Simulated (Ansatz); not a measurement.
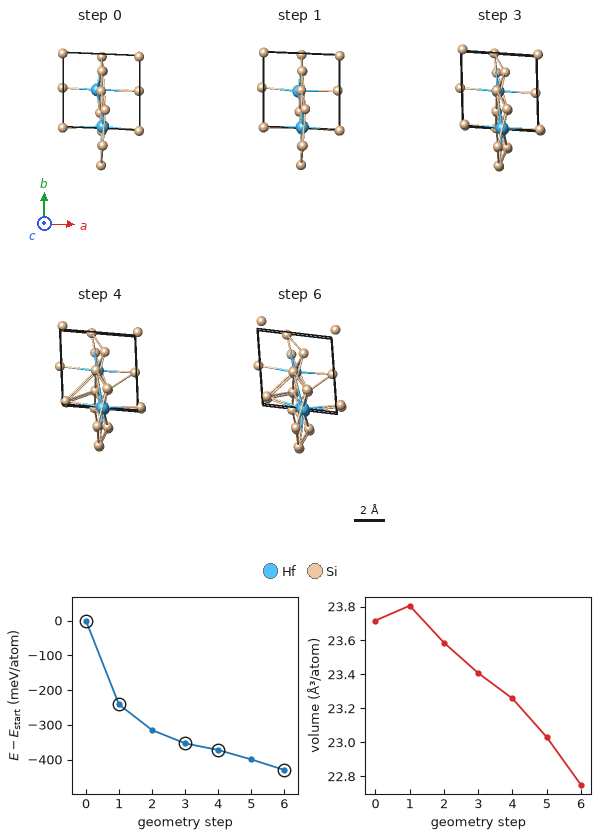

Frames of a relaxation of crystalline HfSi$_{4}$ (a generated structure, set up in P1) (coarse preliminary run), marked on the history of the run. A ball-and-stick model of the cell of the calculation, seen along the c axis.

Method: DFT PBE, scalar-relativistic, plane waves, PAW in Ansatz. (plane-wave cutoff 420 eV; k-point mesh 4 × 4 × 4; occupations gaussian; smearing width 0.2 eV; no spin polarisation; cell and atoms relaxed; force threshold 0.025 eV/Å; at most 60 steps)

Describe the path.

The run was cut off at its time limit before the relaxation converged, so the last structure is only a point on the way. The largest move relative to the cell is that of a Si atom, 0.74 Å along [2 3 −1]. Largest moves by element: Si 0.74 Å, Hf 0.27 Å. The drawn cell changes as follows: a 5.204 → 5.068 Å (−2.6 %), b 5.061 → 5.127 Å (+1.3 %), c 9.017 → 8.910 Å (−1.2 %), α 91.9° → 90.1°, β 89.6° → 90.4°, γ 92.4° → 100.7°; the volume changes by −4.1 %. Among the contacts that change: Si–Si 3.613 → 2.515 Å, Si–Si 3.849 → 2.905 Å, Si–Si 3.416 → 2.554 Å, Si–Si 3.438 → 2.604 Å. Bond angles that change, for instance: Si–Si–Si 170.3° → 140.5°, Si–Si–Si 168.2° → 139.4°, Si–Si–Si 172.5° → 145.1°. The space group stays P1 (No. 1). After 6 geometry steps the energy has fallen by 430 meV per atom. Largest force component: 5.7 eV/Å at the start, 0.7 eV/Å at the end. Pressure: 6.56 GPa at the start and 0.37 GPa at the end. Cost: 9.1 min on 1 thread of Intel(R) Xeon(R) Processor @ 2.50GHz (Skylake/Cascade Lake) (shared host), peak memory 0.65 GiB. From step 0 to 1: a Hf atom moves most (0.19 Å), volume +0.4 %, energy −241 meV per atom. From step 1 to 3: Si atoms move most (0.39 Å), volume −1.7 %, energy −112 meV per atom. From step 3 to 4: a Si atom moves most (0.19 Å), volume −0.6 %, energy −19.1 meV per atom. From step 4 to 6: a Si atom moves most (0.37 Å), volume −2.2 %, energy −57.5 meV per atom.
